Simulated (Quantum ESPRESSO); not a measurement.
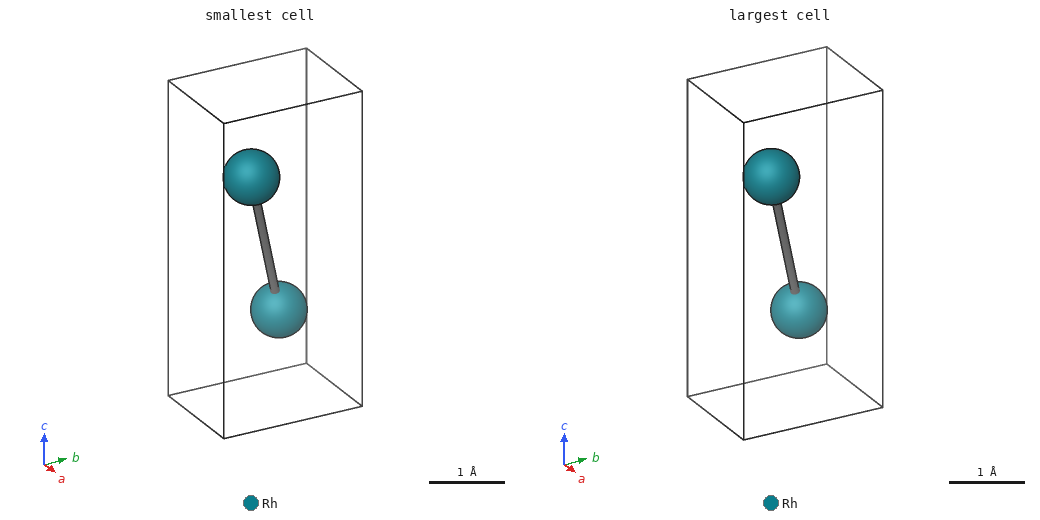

Rh, hexagonal close-packed (Mg type), space group P6₃/mmc (No. 194), relaxed (cell and atoms, zero pressure) with five choices of dispersion term on top of PBEsol; the smallest and the largest of the relaxed conventional cells are drawn to one scale (sticks follow a distance rule). The start was a structure listed in the Materials Project. This isn't the form of Rh at room conditions, which is fcc.

Alike in all runs: Quantum ESPRESSO 7.5; functional PBEsol; potentials GBRV 1.5 PBEsol; cutoff 612 eV; k mesh 11 × 11 × 6 on the run's cell of 2 atoms; occupations fermi-dirac, width 0.05 eV; no spin polarisation; no spin-orbit coupling. All runs are metallic.

| level | volume (Å³/atom) | a (Å) | c (Å) |
| --- | --- | --- | --- |
| rVV10 | 13.31 | 2.668 | 4.317 |
| none | ? | ? | ? |
| D3 | 13.38 | 2.673 | 4.325 |
| D3(BJ) | 13.35 | 2.672 | 4.319 |
| D4 | 13.36 | 2.671 | 4.322 |

Q: Fill in the row of none.

A: Volume 13.59 Å³/atom; a 2.687 Å; c 4.346 Å. That is the largest volume of all.

Q: Order the levels by the relaxed volume, smallest first.

A: rVV10 (13.31 Å³/atom), D3(BJ) (13.35 Å³/atom), D4 (13.36 Å³/atom), D3 (13.38 Å³/atom), none (13.59 Å³/atom). Rows within a few tenths of a per cent can't be told apart.

Caveat: pairwise dispersion terms can overbind metals strongly.
